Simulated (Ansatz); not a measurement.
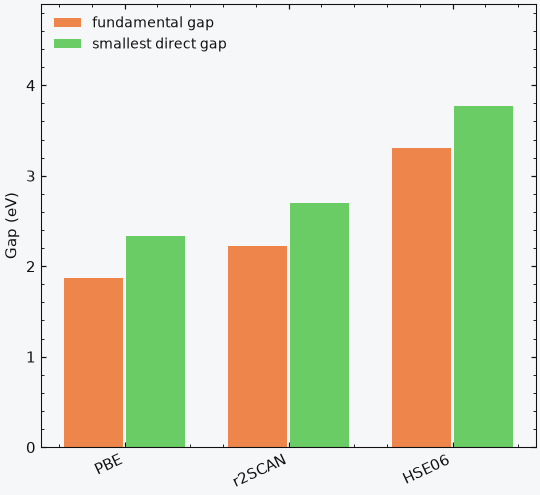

Gaps of BaTiO3, space group P4mm (No. 99), 5 atoms in the cell, at several levels of theory on one cell (Ansatz, plane waves and PAW; edges over the mesh and the special points).

How does the gap depend on the level, and does its kind change?

Answer. In rising order: PBE 1.87 eV, r2SCAN 2.23 eV and HSE06 3.31 eV. It is indirect at every level.
